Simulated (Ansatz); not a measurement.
**Two runs on P**

System: P (Cmce, 4 atoms in the cell).
Method of run 1: DFT PBE+D3(BJ), scalar-relativistic, plane waves, PAW, no spin polarisation (Ansatz 0.2.0).

The structure derives from an entry of the Crystallography Open Database. Text and figures count atoms from 1; the logs count them from 0 in places.

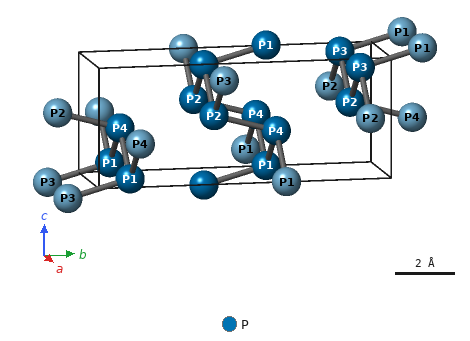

**Figure 1.** The input geometry (ball-and-stick view of the cell 2 times as large as that of the calculation, set on its symmetry axes, seen slightly off an axis; neighbours outside the cell are drawn fainter; atoms are numbered from 1 in the order of the input). Near neighbours in the crystal (not all of them lie inside the picture): P has 3 P at 2.23 to 2.25 Å.

**Input file, run 1**
```yaml
crystal:
  lattice:
    - [1.6614146995, -5.0972767908, 0.0]
    - [1.6614146995, 5.0972767908, 0.0]
    - [0.0, 0.0, 4.1648374845]
  atoms:
    - { symbol: P, position: [0.8936276163, 0.1063723837, 0.0718894424] }
    - { symbol: P, position: [0.6063723837, 0.3936276163, 0.5718894424] }
    - { symbol: P, position: [0.1063723837, 0.8936276163, 0.9281105576] }
    - { symbol: P, position: [0.3936276163, 0.6063723837, 0.4281105576] }
basis:
  ecutwfc: 420
kpoints:
  mp_grid: { grid: [6, 6, 4] }
  band_path:
    path:
      - [0.0, 0.0, 0.0]
      - [-0.5, 0.5, 0.0]
      - [-0.2765594863, 0.7234405137, 0.0]
      - [0.2765594863, 0.2765594863, 0.0]
      - [0.0, 0.0, 0.5]
      - [0.2765594863, 0.2765594863, 0.5]
      - [-0.2765594863, 0.7234405137, 0.5]
      - [-0.5, 0.5, 0.5]
      - [0.0, 0.5, 0.0]
      - [0.0, 0.5, 0.5]
      - [0.35714286, -0.42857143, 0.0]
      - [0.14285714, -0.5, 0.0]
    npoints: 1
hamiltonian:
  xc: pbe
  dispersion: d3bj
scf:
  occupations: { method: gaussian, width: 0.1 }
  n_extra_bands: 5
output:
  forces: true
  stress: true
  eigenvalues: true
```

Command:
```bash
ansatz run input.yaml --threads 4 --pin off --max-ram 10240MiB --backend cpu --events-out ev --progress --plain --runs-dir out
```

Hardware: 4 threads of Intel Xeon @ 2.70GHz, 189 GiB of memory available, shared host.

**Output, shortened to warnings, some set-up lines, iterations and results (run 1)**
```
Basis set: ecut = 420 eV, 1373 PW (Γ), exchange–correlation on 72×72×60 points (8 copies of the dense FFT grid, shifted against one another)
Symmetry: 8 space group operations
k-points: 39 of 144
Initial density: superposition of atomic densities (neutral atoms: chi_scale 0, normalization atom), corrected by the library's trained network
[...]
SCF iter   1: F=—  HF=-3024.159124 eV  |F-HF|=—  |Δ(HF+E_count)|=         —  Δρ=2.39e-3  dr2=2.52e-3  ethr=1.77e-3  ⟨swp⟩=7.4  Hψ=4140  notcnv=0
SCF iter   2: F=—  HF=-3024.158754 eV  |F-HF|=—  |Δ(HF+E_count)|=   3.70e-4  Δρ=1.09e-3  dr2=4.90e-4  ethr=1.26e-5  ⟨swp⟩=2.4  Hψ=1277  notcnv=0  defer=3
SCF iter   3: F=—  HF=-3024.158850 eV  |F-HF|=—  |Δ(HF+E_count)|=   9.58e-5  Δρ=4.23e-4  dr2=1.30e-4  ethr=2.45e-6  ⟨swp⟩=2.2  Hψ=887  notcnv=0  defer=3
SCF iter   4: F=—  HF=-3024.158851 eV  |F-HF|=—  |Δ(HF+E_count)|=   1.04e-6  Δρ=9.56e-5  dr2=1.23e-5  ethr=6.49e-7  ⟨swp⟩=2.0  Hψ=817  notcnv=0  defer=3
SCF iter   5: F=—  HF=-3024.158855 eV  |F-HF|=—  |Δ(HF+E_count)|=   4.51e-6  Δρ=4.42e-5  dr2=1.09e-6  ethr=6.16e-8  ⟨swp⟩=2.6  Hψ=894  notcnv=0  defer=3
SCF iter   6: F=-3024.158856 eV  HF=-3024.158856 eV  |F-HF|=1.75e-8  |Δ(HF+E_count)|=   1.63e-7  Δρ=5.68e-6  dr2=3.09e-8  ethr=5.00e-10  ⟨swp⟩=8.8  Hψ=3815  notcnv=0
SCF 1 converged in 6 iterations: F = -3024.158856 eV  dr2 = 3.09e-8
NSCF: frozen V_eff on 12 k-points
SCF converged after 6 iterations
Free energy (F): -3024.158856 eV
Harris-Foulkes:  -3024.158856 eV  (|F-HF|=1.75e-8)
Internal energy: -3024.156859 eV  (E = F + TS)
E sigma→0 (E₀):  -3024.157857 eV
Entropy (-TS):   -0.001997 eV (-0.499 meV/atom)
Fermi energy:    8.510799 eV
--- Per-component energies (eV) ---
  E_band       = 35.208325
  E_kinetic    = 281.910865
  E_local      = -224.352788  (includes V_loc(G=0)·N_el)
  E_nonlocal   = 135.747021
  E_hartree    = 57.697723
  E_xc         = -246.107268
  E_vxc        = -243.365326  (∫ρ·V_xc dr)
  E_paw        = -2277.333185  (= ΣΔE_a)
  E_vpaw       = -30.125628  (= ΣTr[D̂ρ^β])
  E_aug_tail   = 0.000013  (compensation charges beyond the density's cutoff)
  E_ewald      = -750.126852
  E_disp       = -1.592387  (pairwise vdW)
  E_smearing   = -0.001997  (= −TS)
  E_closure    = -0.000000  (closes the sum)
  Σ components = -3024.158856   (vs F -3024.158856, Δ=0.00e0)
--- Forces (eV/Å), atoms counted from 1 ---
  atom   1  P     -0.00000000    -0.01397143    -0.03220580
  atom   2  P      0.00000000     0.01397143    -0.03220580
  atom   3  P      0.00000000     0.01397143     0.03220580
  atom   4  P      0.00000000    -0.01397143     0.03220580
  max |Σ_I F_I| component: 0.00e0 eV/Å
--- Stress (GPa, compression-positive) ---
        0.859354       0.000000       0.000000
        0.000000      -0.612812      -0.000000
        0.000000      -0.000000      -0.145517
  P = ⅓ Tr σ = 0.0337 GPa (0.337 kbar)
```

For run 2 the input was changed thus:
```diff
-  xc: pbe
-  dispersion: d3bj
+  xc: hse06
-  forces: true
-  stress: true
```

Predict how the results change.

The total energies belong to different models, so their difference says nothing on which is more stable or more accurate. A gap of 0.41 eV opens on the mesh, where run 1 has none. The functional changes from PBE to HSE06. The SCF takes 15 iterations against 6.

**Output, shortened to warnings, some set-up lines, iterations and results (run 2)**
```
Basis set: ecut = 420 eV, 1373 PW (Γ)
Symmetry: 8 space group operations
k-points: 39 of 144
Initial density: superposition of atomic densities (neutral atoms: chi_scale 0, normalization atom), corrected by the library's trained network
[...]
SCF iter   1: F=—  HF=-3022.560246 eV  |F-HF|=—  |Δ(HF+E_count)|=         —  Δρ=2.46e-3  dr2=2.97e-3  ethr=1.77e-3  ⟨swp⟩=8.5  Hψ=3002  notcnv=0
SCF iter   2: F=—  HF=-3022.560493 eV  |F-HF|=—  |Δ(HF+E_count)|=   2.48e-4  Δρ=1.10e-3  dr2=6.30e-4  ethr=1.48e-5  ⟨swp⟩=3.3  Hψ=1303  notcnv=0  defer=1
SCF iter   3: F=—  HF=-3022.560530 eV  |F-HF|=—  |Δ(HF+E_count)|=   3.66e-5  Δρ=5.53e-4  dr2=1.52e-4  ethr=3.15e-6  ⟨swp⟩=3.0  Hψ=1233  notcnv=0  defer=1
SCF iter   4: F=—  HF=-3022.560551 eV  |F-HF|=—  |Δ(HF+E_count)|=   2.10e-5  Δρ=6.65e-5  dr2=1.96e-6  ethr=9.48e-9  ⟨swp⟩=3.5  Hψ=2440  notcnv=0
SCF iter   5: F=—  HF=-3022.560552 eV  |F-HF|=—  |Δ(HF+E_count)|=   9.60e-7  Δρ=1.25e-5  dr2=1.62e-7  ethr=9.48e-9  ⟨swp⟩=3.0  Hψ=1233  notcnv=0
[... 8 lines ...]
SCF iter   6: F=-3024.347364 eV  HF=-3024.347365 eV  |F-HF|=7.75e-7  |Δ(HF+E_count)|=   7.87e-6  Δρ=2.33e-5  dr2=2.61e-6  ethr=1.08e-7  ⟨swp⟩=3.0  Hψ=1222  notcnv=0
SCF 2 stopped early in 6 iterations: F = -3024.347364 eV  dr2 = 2.61e-6
SCF iter   1: F=—  HF=-3024.347415 eV  |F-HF|=—  |Δ(HF+E_count)|=         —  Δρ=2.79e-5  dr2=4.93e-7  ethr=2.04e-7  ⟨swp⟩=5.3  Hψ=1744  notcnv=0
SCF iter   2: F=-3024.347415 eV  HF=-3024.347415 eV  |F-HF|=3.96e-9  |Δ(HF+E_count)|=   5.74e-8  Δρ=6.82e-6  dr2=9.74e-8  ethr=8.05e-11  ⟨swp⟩=2.3  Hψ=2303  notcnv=0
SCF 3 converged in 2 iterations: F = -3024.347415 eV  dr2 = 9.74e-8
hybrid outer 2: dexx = +5.711e-7 eV, tail = 1.98e-7 eV, Δε = 1.37e-3 eV (about 2.13e-4 eV left of the loop's levels)
NSCF: frozen V_eff on 12 k-points
hybrid SCF converged: 2 outer / 8 inner (+7 warm-up), last move |dexx| = 5.71e-7 eV, tail = 1.98e-7 eV
Stability not checked: this state was not tested for a lower state beside it, because the functional holds exact exchange (a hybrid, or Hartree-Fock), whose exchange loop this test does not read (fock_operator; see scf.lower_state_search)
Free energy (F): -3024.347415 eV
Frozen-core exchange: fock
Harris-Foulkes:  -3024.347415 eV  (|F-HF|=3.96e-9)
Internal energy: -3024.347390 eV  (E = F + TS)
E sigma→0 (E₀):  -3024.347403 eV
Entropy (-TS):   -0.000025 eV (-0.006 meV/atom)
Fermi energy:    8.549915 eV
--- Per-component energies (eV) ---
  E_band       = 15.161309
  E_kinetic    = 280.825885
  E_local      = -221.237372  (includes V_loc(G=0)·N_el)
  E_nonlocal   = 134.015353
  E_hartree    = 57.201927
  E_xc         = -200.675050
  E_vxc        = -197.694883  (∫ρ·V_xc dr)
  E_exx        = -32.173942  (= α·E_x^exact, valence–valence)
  E_paw        = -2291.874743  (= ΣΔE_a)
  E_vpaw       = -30.804503  (= ΣTr[D̂ρ^β])
  E_aug_tail   = 0.000013  (compensation charges beyond the density's cutoff)
  E_ewald      = -750.126852
  E_core_change = -0.302608  (= ΣΔE_core)
  E_smearing   = -0.000025  (= −TS)
  E_closure    = -0.000000  (closes the sum)
  Σ components = -3024.347415   (vs F -3024.347415, Δ=0.00e0)
```

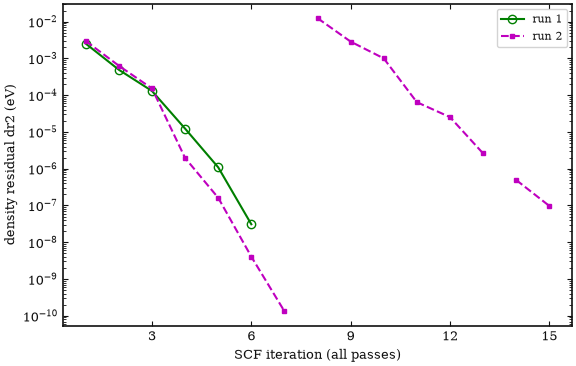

**Figure 2.** Convergence of the two runs: density residual dr2 against the SCF iteration. A break in a curve parts two SCF passes. Run 1 takes 6 iterations in all, and run 2 takes 15.

**The two runs side by side**

| quantity | run 1 | run 2 |
| --- | --- | --- |
| outcome | converged | converged |
| free energy per atom (eV) | −756.0397 | −756.0869 |
| energy per atom, smearing taken to zero (eV) | −756.0395 | −756.0869 |
| gap on the mesh (eV) | 0.00 | 0.41 |
| pressure (GPa) | 0.03 | – |
| largest force (eV/Å) | 0.035 | – |
| SCF iterations | 6 | 15 |
| irreducible k-points | 39 | 39 |
| plane waves at Γ | 1373 | 1373 |
| wall time (shared host) | 1.1 s | 70 s |
